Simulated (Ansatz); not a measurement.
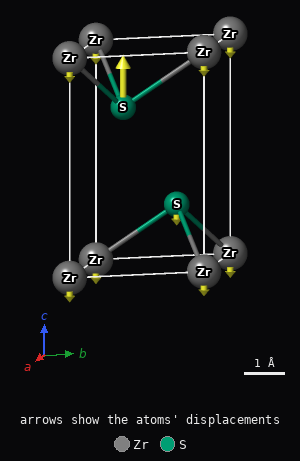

One vibrational mode of a crystal of ZrS$_{2}$ relaxed at 1 GPa at the zone centre. Displacements are drawn as yellow arrows; their common scale and sign are arbitrary. Style: ball-and-stick. Shown: the cell of the calculation, slightly off an axis.

Theory: DFT PBE+D3(BJ), scalar-relativistic, plane waves, PAW (Ansatz). Set-up: plane-wave cutoff 420 eV; k-point mesh 12 × 12 × 6; occupations fixed; target pressure 1 GPa; no spin polarisation.

Frequencies are those without the non-analytic (LO–TO) term.

**Give the character and frequency of this mode.**

This is a doubly degenerate mode (one member of the set is drawn) at 327 cm⁻¹, the highest optical level. All motion is along c; the kinetic energy is shared as S 85 %, Zr 15 %.
